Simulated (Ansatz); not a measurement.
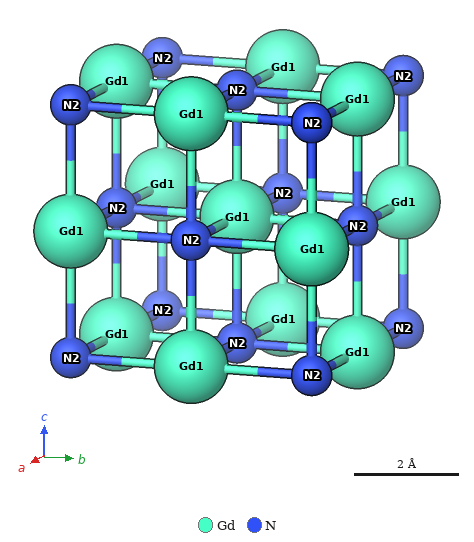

**Figure 1.** The structure (ball-and-stick view of the cell 4 times as large as that of the calculation, set on its symmetry axes, seen slightly off an axis; atoms are numbered from 1 in the order of the input). Near neighbours in the crystal (not all of them lie inside the picture): Gd has 6 N at 2.50 Å; N has 6 Gd at 2.50 Å.

**Density-of-states calculation of GdN (part 1 of 2)**

The run: density-of-states calculation of GdN (2 atoms in the cell). Method and program: DFT PBE+U by linear response, scalar-relativistic, plane waves, PAW, spin-polarised (Ansatz 0.2.0).

It belongs to a series of runs on one base structure; here: U by linear-response. Figures and captions count atoms from 1; the log counts them from 0 in places.

## Log
```
Warning: output.stress: scf.convergence.dr2_threshold = 1e-7 eV (the SCF's general default) is looser than the 2e-10 eV advised for a printed stress (1e-10 eV for each atom of the cell: 2). What an SCF threshold leaves in a stress goes as its square root, and in the free energy as the threshold itself, and one threshold admits the most on a small cell: of the crystals measured, under no hybrid functional and no lock of the moments, on runs that ended without the residual-converged pass, on stresses that held no estimate of that error, the worst erred by over 100 MPa in a component at 1e-7 eV an atom and by under 5 at 1e-10. Set scf.convergence.dr2_threshold to 2e-10 eV or tighter. The threshold is an SCF's pass mark: one that does not reach it within its budget of iterations ends unconverged, or closes short of it on a stop that the run arms, and scf.convergence.dr2_threshold's page says what that costs each kind of run
Gd: projections on atomic orbitals take those of the free atom [Kr 4d10] 4f7 5s2 5p6 5d1 6s2, of charge +0.00 (hamiltonian.pseudopotentials.projection_atoms); the dataset's partial waves leave at most 2.5e-4 of an orbital's norm unspanned inside its sphere
N: projections on atomic orbitals take those of the free atom [He] 2s2 2p3, of charge +0.00 (hamiltonian.pseudopotentials.projection_atoms); the dataset's partial waves leave at most 9.3e-9 of an orbital's norm unspanned inside its sphere
Engine: ansatz 0.2.0, aarch64-unknown-linux-gnu
Pseudopotentials: kind: paw
Pseudopotential: Gd, paw, valence charge 18, recommended cutoff 420 eV (normal), Gd.paw.azcp
Pseudopotential: N, paw, valence charge 5, recommended cutoff 420 eV (normal), N.paw.azcp
Functional definition: PBE
  parameter kappa = 0.804
  parameter beta = 0.06672455060314922
  exchange = pbe_x(kappa = kappa, mu = beta*pi^2/3)
  correlation = pbe_c(beta = beta)
davidson cushion auto → off  (block headroom 4 ≥ Hubbard manifold empty extent 4; pin scf.eigensolver.cushion to override)
LR-U cycle 1: input U_eff = [0.000] eV
Crystal: 2 atoms, lattice volume = 31.231 Å³
Basis set: ecut = 420 eV, 609 PW (Γ), exchange–correlation on 48×48×48 points (8 copies of the dense FFT grid, shifted against one another)
Bands: 19, of which v1, the nominal top of the filled ones, is band 12 counted from 1 (11 counted from 0)
Symmetry: 48 space group operations
Space group: Fm-3m (ITA 225), of the structure as read, at distance tolerance 3.1e-5 Å
Magnetic group: BNS 225.116 (UNI 1618), of the structure as read, at distance tolerance 3.1e-5 Å
k-points: 29 of 512
Non-local potential: Gd, projectors of the file, l = 0: 3, l = 1: 2, l = 2: 2, l = 3: 3
Non-local potential: N, projectors of the file, l = 0: 2, l = 1: 2, l = 2: 1
PAW form: soft (Blöchl's): semilocal exchange-correlation on the pseudo side does not see the compensation charge
PAW one-centre angular grid: Gd, 590 points (default); XC on 64 Gauss nodes
PAW one-centre angular grid: N, 110 points (default); XC on 64 Gauss nodes
Initial density: superposition of atomic densities (chi_scale 0.1, normalization cell, long waves kept (reshape's long-wave potential 0.00 eV rms))
Starting moments: Σ|m| = 7 μB on 1 of 2 sites
Initial wavefunctions: pseudopotential atomic-orbital guess
Functional: x = pbe(κ = 0.804, μ = 0.2195149727645171), c = pbe(β = 0.06672455060314922)
iter 1 solved again at ethr=4.40e-3 eV; its pass at ethr=1.00e-1 eV (dr2=1.01e0 eV) is discarded
SCF iter   1: F=—  HF=-9716.234584 eV  |F-HF|=—  |Δ(HF+E_count)|=         —  Δρ=2.91e-1 (↑2.39e-1 ↓2.91e-1)  dr2=9.97e-1  dr2_m=2.00e1  M=7.000 μB ∫|m|=7.337 μB  β_m=1.00  ethr=4.40e-3  ⟨swp⟩=3.1  Hψ=4989  notcnv=0
preconditioner: auto → Kerker (q_TF=auto, 2.593 Å⁻¹)  [metal: Δε(μ)=0.000 eV  Ē_g=11.776 eV  σ=0.050 eV  W_gap=0.00  n_scr=14 (ndim 8)  ℏωp=30.4 eV  f_vac=0.000  D(μ)=0.26/eV (n_scr^D=0)]
spin=Collinear: Kerker preconditioning applied to the charge; magnetization (m = ρ↑ − ρ↓) channel mixes plain (no charge-response kernel on spin).
SCF iter   2: F=—  HF=-9712.942176 eV  |F-HF|=—  |Δ(HF+E_count)|=    3.29e0  Δρ=3.47e-2 (↑2.09e-2 ↓3.47e-2)  dr2=2.58e-1  dr2_m=1.32e-1  M=7.000 μB ∫|m|=7.212 μB  β_m=1.00  ethr=4.34e-3  ⟨swp⟩=3.7  Hψ=3039  notcnv=0
preconditioner: auto → none  [insulator: Δε(μ)=0.347 eV  Ē_g=11.788 eV  σ=0.050 eV  W_gap=0.65  n_scr=14 (ndim 8)  ℏωp=30.4 eV  f_vac=0.000  D(μ)=0.36/eV (n_scr^D=0)  ε∞_Penn≈7.7]
SCF iter   3: F=—  HF=-9715.862708 eV  |F-HF|=—  |Δ(HF+E_count)|=    2.92e0  Δρ=1.16e-2 (↑1.16e-2 ↓1.15e-2)  dr2=1.29e-1  dr2_m=7.80e-4  M=7.000 μB ∫|m|=7.186 μB  β_m=1.00  ethr=1.12e-3  ⟨swp⟩=2.9  Hψ=2549  notcnv=0
iter 4 solved again at ethr=5.43e-5 eV; its pass at ethr=5.61e-4 eV (dr2=1.25e-2 eV) is discarded
SCF iter   4: F=—  HF=-9717.681913 eV  |F-HF|=—  |Δ(HF+E_count)|=    1.82e0  Δρ=3.83e-3 (↑3.83e-3 ↓2.96e-3)  dr2=1.16e-2  dr2_m=7.26e-4  M=7.000 μB ∫|m|=7.190 μB  β_m=1.00  ethr=5.43e-5  ⟨swp⟩=3.5  Hψ=4822  notcnv=0  defer=4
SCF iter   5: F=—  HF=-9718.548255 eV  |F-HF|=—  |Δ(HF+E_count)|=   8.66e-1  Δρ=2.02e-3 (↑1.58e-3 ↓2.02e-3)  dr2=2.26e-3  dr2_m=1.39e-4  M=7.000 μB ∫|m|=7.189 μB  β_m=1.00  ethr=5.06e-5  ⟨swp⟩=3.6  Hψ=2907  notcnv=0  defer=1
SCF iter   6: F=—  HF=-9718.961120 eV  |F-HF|=—  |Δ(HF+E_count)|=   4.13e-1  Δρ=1.70e-3 (↑1.37e-3 ↓1.70e-3)  dr2=1.76e-3  dr2_m=8.08e-5  M=7.000 μB ∫|m|=7.187 μB  β_m=1.00  ethr=9.81e-6  ⟨swp⟩=4.0  Hψ=3152  notcnv=0  defer=1
SCF iter   7: F=—  HF=-9719.162630 eV  |F-HF|=—  |Δ(HF+E_count)|=   2.02e-1  Δρ=1.28e-3 (↑1.28e-3 ↓6.52e-4)  dr2=5.52e-4  dr2_m=9.58e-5  M=7.000 μB ∫|m|=7.189 μB  β_m=1.00  ethr=7.65e-6  ⟨swp⟩=3.0  Hψ=2726  notcnv=0
SCF iter   8: F=—  HF=-9719.255956 eV  |F-HF|=—  |Δ(HF+E_count)|=   9.33e-2  Δρ=3.24e-4 (↑3.24e-4 ↓2.65e-4)  dr2=2.57e-5  dr2_m=1.92e-5  M=7.000 μB ∫|m|=7.193 μB  β_m=1.00  ethr=2.40e-6  ⟨swp⟩=3.0  Hψ=2629  notcnv=0
SCF iter   9: F=—  HF=-9719.302519 eV  |F-HF|=—  |Δ(HF+E_count)|=   4.66e-2  Δρ=2.12e-4 (↑1.40e-4 ↓2.12e-4)  dr2=3.97e-6  dr2_m=7.67e-6  M=7.000 μB ∫|m|=7.195 μB  β_m=1.00  ethr=1.12e-7  ⟨swp⟩=4.2  Hψ=3214  notcnv=0
SCF iter  10: F=—  HF=-9719.325976 eV  |F-HF|=—  |Δ(HF+E_count)|=   2.35e-2  Δρ=1.63e-4 (↑1.01e-4 ↓1.63e-4)  dr2=3.37e-6  dr2_m=4.21e-6  M=7.000 μB ∫|m|=7.197 μB  β_m=0.30  ethr=1.73e-8  ⟨swp⟩=4.2  Hψ=3272  notcnv=0
Mixer restart at iter 10: flushing history
spin-set hold released at iteration 10 (site moments contracting): the magnetisation degrees of freedom join the quasi-Newton model from the next iteration; the mixer history was flushed
SCF iter  11: F=—  HF=-9719.337540 eV  |F-HF|=—  |Δ(HF+E_count)|=   1.16e-2  Δρ=2.03e-4 (↑2.03e-4 ↓1.76e-4)  dr2=4.63e-6  dr2_m=9.24e-6  M=7.000 μB ∫|m|=7.198 μB  β_m=0.65  ethr=1.47e-8  ⟨swp⟩=4.0  Hψ=3139  notcnv=0
SCF iter  12: F=—  HF=-9719.349193 eV  |F-HF|=—  |Δ(HF+E_count)|=   1.17e-2  Δρ=1.58e-4 (↑1.48e-4 ↓1.58e-4)  dr2=8.37e-6  dr2_m=5.14e-6  M=7.000 μB ∫|m|=7.200 μB  β_m=0.79  ethr=1.47e-8  ⟨swp⟩=5.0  Hψ=3585  notcnv=0  defer=1
SCF iter  13: F=—  HF=-9719.349213 eV  |F-HF|=—  |Δ(HF+E_count)|=   2.05e-5  Δρ=2.48e-4 (↑2.46e-4 ↓2.48e-4)  dr2=9.21e-5  dr2_m=5.85e-7  M=7.000 μB ∫|m|=7.200 μB  β_m=0.60  ethr=1.47e-8  ⟨swp⟩=5.5  Hψ=3055  notcnv=0  recentre
SCF iter  14: F=—  HF=-9719.349194 eV  |F-HF|=—  |Δ(HF+E_count)|=   1.92e-5  Δρ=1.04e-4 (↑1.04e-4 ↓7.83e-5)  dr2=9.44e-6  dr2_m=7.46e-7  M=7.000 μB ∫|m|=7.200 μB  β_m=0.57  ethr=1.47e-8  ⟨swp⟩=5.5  Hψ=3056  notcnv=0
SCF iter  15: F=—  HF=-9719.349193 eV  |F-HF|=—  |Δ(HF+E_count)|=   1.34e-6  Δρ=2.73e-5 (↑9.58e-6 ↓2.73e-5)  dr2=3.51e-7  dr2_m=2.88e-8  M=7.000 μB ∫|m|=7.200 μB  β_m=0.49  ethr=1.47e-8  ⟨swp⟩=4.4  Hψ=2146  notcnv=0
SCF iter  16: F=—  HF=-9719.349193 eV  |F-HF|=—  |Δ(HF+E_count)|=   5.94e-8  Δρ=8.44e-6 (↑7.65e-6 ↓8.44e-6)  dr2=9.44e-10  dr2_m=1.78e-8  M=7.000 μB ∫|m|=7.200 μB  β_m=0.74  ethr=1.52e-9  ⟨swp⟩=4.0  Hψ=2506  notcnv=0
SCF iter  17: F=—  HF=-9719.349193 eV  |F-HF|=—  |Δ(HF+E_count)|=   2.50e-8  Δρ=3.23e-6 (↑3.23e-6 ↓1.26e-6)  dr2=2.07e-9  dr2_m=1.30e-9  M=7.000 μB ∫|m|=7.200 μB  β_m=0.87  ethr=4.10e-12  ⟨swp⟩=5.7  Hψ=3311  notcnv=0
SCF iter  18: F=—  HF=-9719.349193 eV  |F-HF|=—  |Δ(HF+E_count)|=  6.58e-10  Δρ=4.93e-7 (↑4.93e-7 ↓4.62e-7)  dr2=1.91e-11  dr2_m=6.02e-11  M=7.000 μB ∫|m|=7.200 μB  β_m=0.94  ethr=4.10e-12  ⟨swp⟩=4.1  Hψ=2219  notcnv=0
SCF iter  19: F=-9719.349193 eV  HF=-9719.349193 eV  |F-HF|=1.82e-12  |Δ(HF+E_count)|=  6.73e-11  Δρ=3.99e-8 (↑3.99e-8 ↓3.32e-8)  dr2=2.78e-13  dr2_m=2.67e-13  M=7.000 μB ∫|m|=7.200 μB  ethr=1.00e-12  ⟨swp⟩=3.6  Hψ=2014  notcnv=0
SCF 1 converged in 19 iterations: F = -9719.349193 eV  dr2 = 2.78e-13
  greatest PAW one-centre occupation: 0.999 electrons in one spin orbital (limit 2), on the Gd atom at site 0 (counted from 0), in its partial waves of l = 0
LR-U reference ψ shed before the perturbed-orbit SCFs — 0.01 GiB of wavefunction and exchange-operator storage released
NSCF: frozen V_eff on 29 k-points
NSCF: frozen V_eff on 130 k-points
DFPT response loops at q = (0, 0, -0.5) (fractional): preconditioner auto → Kerker (q_TF=auto, 2.593 Å⁻¹) (partly filled bands, converged f_vac=0.000); β = 1.00, the filter's whole step (`scf.mixing.beta` (0.30) is not read by the response loops under this deck's `scf.mixing.preconditioner`; to damp them name `kerker` or `kerker_dos`, under which they read `scf.mixing.beta`, and type it under 1.00, their step now; both keys bind the ground state too); Broyden in place of MSR1
NSCF: frozen V_eff on 118 k-points
DFPT response loops at q = (0, -0.5, -0.5) (fractional): mixed as the last ones told, above
NSCF: frozen V_eff on 29 k-points
DFPT response loops at q = (0, 0, 0) (fractional): mixed as the last ones told, above
LR-U cycle 1: largest |computed − input| of the U and V asked for = 5.8434 eV
LR-U result after 1 cycle(s), on the 2×2×2 q mesh at shift [0, 0, 0]:
  orbit [0]: n₀ = 7.0853, χ₀ = -0.0617 eV⁻¹, χ = -0.0453 eV⁻¹, U = 5.843 eV (written back: yes)
  q = [0.0000, 0.0000, 0.0000], weight 0.1250: sites [0] shifted on 29 pairs of k-points with 19 bands, 7 passes, the loops' stops and last bands leave some 5.4e-6 eV⁻¹ in χ
  q = [0.0000, 0.0000, -0.5000], weight 0.5000: sites [0] shifted on 65 pairs of k-points with 19 bands, 6 passes, the loops' stops and last bands leave some 6.4e-6 eV⁻¹ in χ
  q = [0.0000, -0.5000, -0.5000], weight 0.3750: sites [0] shifted on 59 pairs of k-points with 19 bands, 8 passes, the loops' stops and last bands leave some 5.3e-6 eV⁻¹ in χ
```
